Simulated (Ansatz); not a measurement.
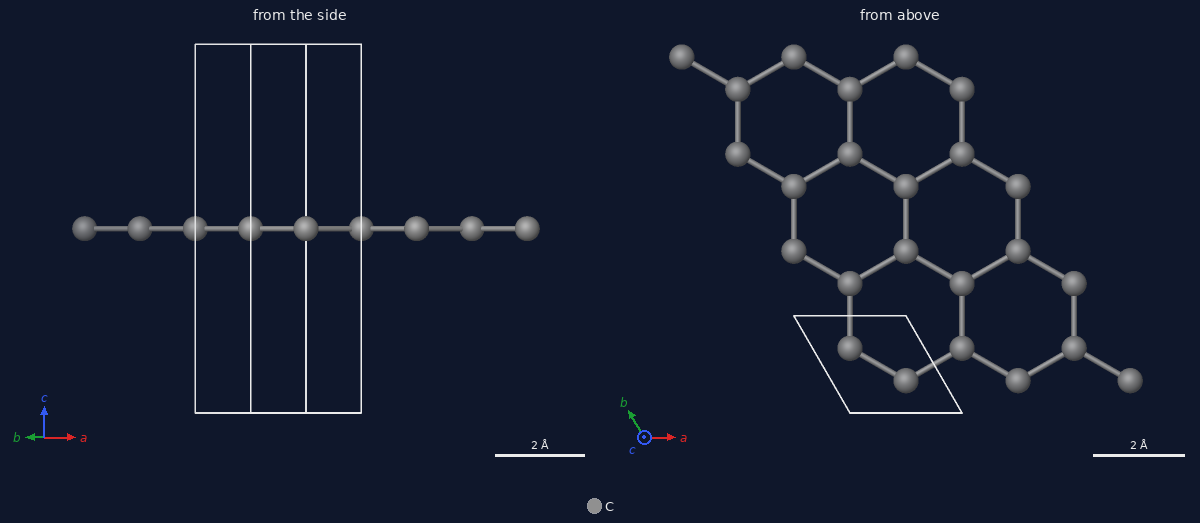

A ball-and-stick picture of a periodic sheet, seen from the side and from above. The surface normal points up in side views; the box is the simulation cell. 3×4 cells are drawn in the plane, with atoms at the edges repeated.

The cell holds 2 C.

Question: How thick is it?

Answer: About 0.0 Å from the lowest to the highest atom, with about 8 Å of vacuum to the next image.

Question: Describe the bonded network.

Answer: The neighbours of C are three C in a trigonal planar arrangement at about 1.4 Å. The bonds build C layers parallel to the surface.

The structure comes from a structure listed in the Materials Project. The cell was then strained or its atoms displaced on purpose. Ansatz was used for an electronic-structure calculation on it.

At this level of theory the run's own cell isn't at rest (stretched, at -4 GPa), so its distances can differ from those at equilibrium, the more so the softer the solid.
